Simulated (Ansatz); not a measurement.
Single-point calculation, with input and output: SnSe (part 1 of 2)

System: SnSe (slab, 12 atoms in the cell).
Method: DFT PBE, scalar-relativistic, plane waves, PAW, no spin polarisation (Ansatz 0.2.0).

The structure derives from an entry of the Crystallography Open Database. It belongs to a series of runs on one base structure; here: (1 1 0) slab cut from the bulk. Figures and captions count atoms from 1; the log counts them from 0 in places.

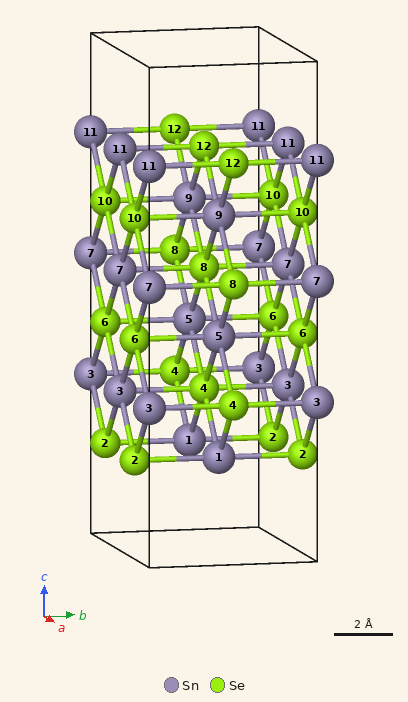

The input geometry (ball-and-stick view of the 2 × 1 repeat of the cell, with the vacuum cut short, seen slightly off an axis; atoms are numbered from 1 in the order of the input). An atom can appear more than once, as a periodic image. Near neighbours in the periodic cell (some may lie outside the picture): Sn has 4 Se at 3.03 Å; Se has 4 Sn at 3.03 Å; Sn has 6 Se at 3.03 Å; Se has 6 Sn at 3.03 Å.

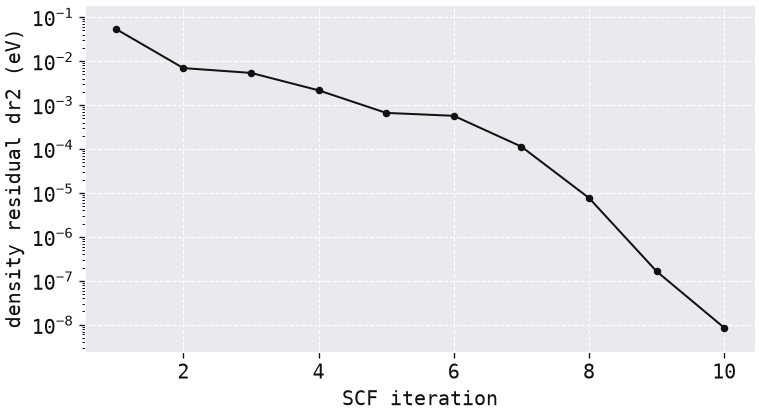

Convergence of the self-consistent field: density residual dr2 against the SCF iteration. The residual falls at every step.

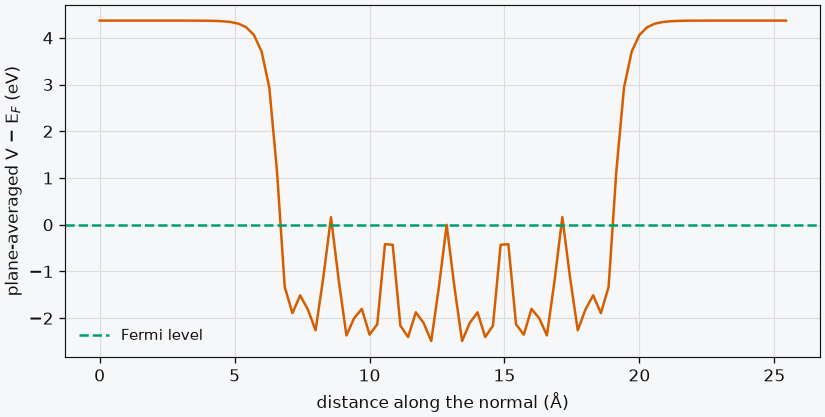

Plane average of the electrostatic potential energy of an electron across the cell, from the Fermi level. The vacuum level lies 4.37 eV above the Fermi level.

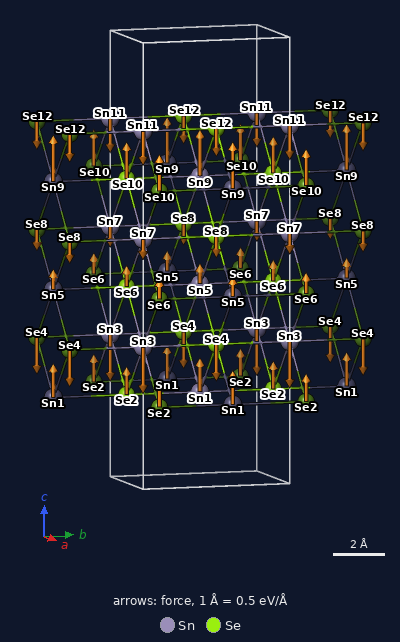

Forces on the atoms as orange arrows (ball-and-stick view of the cell of the calculation, with the vacuum cut short, seen slightly off an axis; neighbours outside the cell are drawn fainter; atoms are numbered from 1 in the order of the input). The largest act on Sn3, Sn9 (0.94 eV/Å); Se4, Se10 (0.75 eV/Å); Sn1, Sn11 (0.69 eV/Å); Se2, Se12 (0.57 eV/Å), among others. The geometry is not a stationary point of this energy.

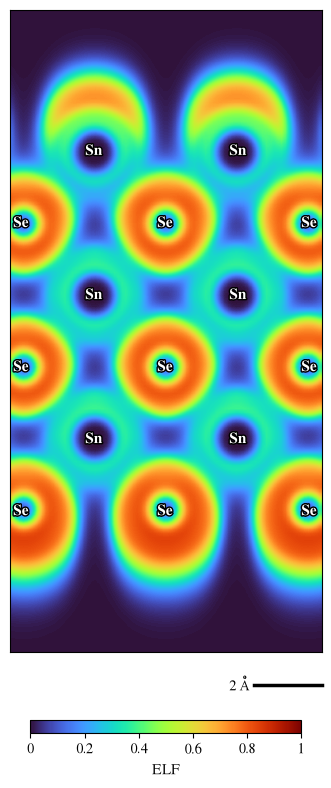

Electron localisation function on the (010) plane of the calculation cell, a cut from vacuum to vacuum. Atoms in the plane: Se and Sn. Sn–Se (3.03 Å): the ELF peaks at about 0.80 in the valence shell of Se, 0.9 Å from its nucleus, and drops to about 0.30 between the two atoms. Core electrons are frozen (PAW), so the fields are smoothed inside the atomic spheres.

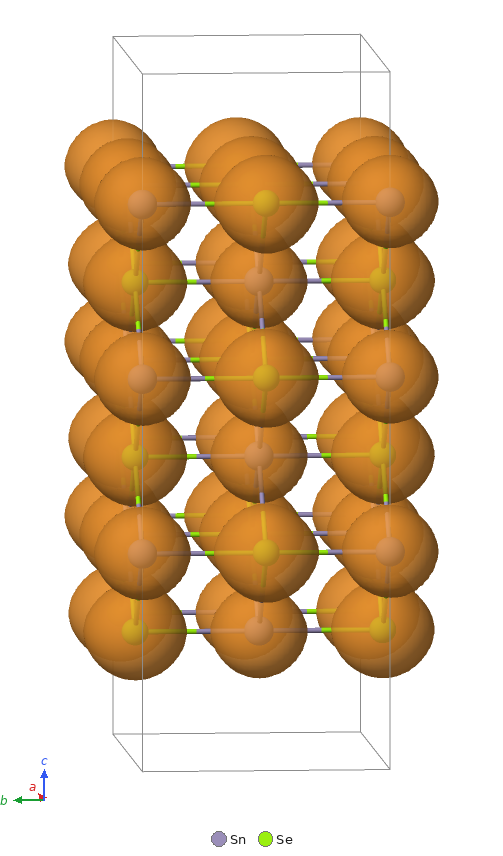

Isosurface of the valence charge density (pseudo) at 0.3 e/Å³ (orange), seen at an oblique angle. Sticks mark near contacts. At this value the density breaks into separate islands; it holds about 85 % of the electrons treated as valence (semicore included). It is pinched off along the Sn–Se (3.03 Å) contacts. On the grid the lowest density along these lines, outside the cores, is 0.21 e/Å³ (Sn–Se, 3.03 Å).

These pictures come from the run below.

## Input file
```yaml
crystal:
  lattice:
    - [4.2862138071, 0.0, 0.0]
    - [0.0, 6.0616216972, 0.0]
    - [0.0, 0.0, 25.7155345177]
  atoms:
    - { symbol: Sn, position: [0.5, 0.5, 0.2916525027] }
    - { symbol: Se, position: [0.5, 0.0, 0.2916525027] }
    - { symbol: Sn, position: [0.0, 0.0, 0.3749915016] }
    - { symbol: Se, position: [0.0, 0.5, 0.3749915016] }
    - { symbol: Sn, position: [0.5, 0.5, 0.4583305005] }
    - { symbol: Se, position: [0.5, 0.0, 0.4583305005] }
    - { symbol: Sn, position: [0.0, 0.0, 0.5416694995] }
    - { symbol: Se, position: [0.0, 0.5, 0.5416694995] }
    - { symbol: Sn, position: [0.5, 0.5, 0.6250084984] }
    - { symbol: Se, position: [0.5, 0.0, 0.6250084984] }
    - { symbol: Sn, position: [0.0, 0.0, 0.7083474973] }
    - { symbol: Se, position: [0.0, 0.5, 0.7083474973] }
basis:
  ecutwfc: 420
kpoints:
  mp_grid: { grid: [8, 6, 1] }
hamiltonian:
  xc: pbe
scf:
  occupations: { method: gaussian, width: 0.05 }
output:
  forces: true
  stress: true
  eigenvalues: true
  write_density: true
  write_potential: true
  elf: true
  volumetric_format: npy
efield:
  axis: 3
  dipole_correction: true
  ramp_width: 0.04
```

Launch command:
```bash
ansatz run input.yaml --threads 1 --pin off --max-ram 2560MiB --backend cpu --events-out ev --progress --plain --runs-dir out
```

## The program's output
```
Engine: ansatz 0.2.0, x86_64-unknown-linux-gnu
Pseudopotentials: kind: paw
Pseudopotential: Sn, paw, valence charge 14, recommended cutoff 420 eV (normal), Sn.paw.azcp
Pseudopotential: Se, paw, valence charge 16, recommended cutoff 420 eV (normal), Se.paw.azcp
Functional definition: PBE
  parameter kappa = 0.804
  parameter beta = 0.06672455060314922
  exchange = pbe_x(kappa = kappa, mu = beta*pi^2/3)
  correlation = pbe_c(beta = beta)
Crystal: 12 atoms, lattice volume = 668.126 Å³
Basis set: ecut = 420 eV, 13111 PW (Γ), exchange–correlation on 60×90×360 points (8 copies of the dense FFT grid, shifted against one another)
Bands: 108, of which v1, the nominal top of the filled ones, is band 90 counted from 1 (89 counted from 0)
Symmetry: 4 space group operations
k-points: 20 of 48
Non-local potential: Sn, projectors of the file, l = 0: 2, l = 1: 2, l = 2: 2, l = 3: 2
Non-local potential: Se, projectors of the file, l = 0: 2, l = 1: 2, l = 2: 3, l = 3: 1
PAW form: soft (Blöchl's): semilocal exchange-correlation on the pseudo side does not see the compensation charge
PAW one-centre angular grid: Sn, 590 points (default); XC on 64 Gauss nodes
PAW one-centre angular grid: Se, 590 points (default); XC on 64 Gauss nodes
Initial density: superposition of atomic densities (neutral atoms: chi_scale 0, normalization atom), corrected by the library's trained network
Initial wavefunctions: pseudopotential atomic-orbital guess
Functional: x = pbe(κ = 0.804, μ = 0.2195149727645171), c = pbe(β = 0.06672455060314922)
```
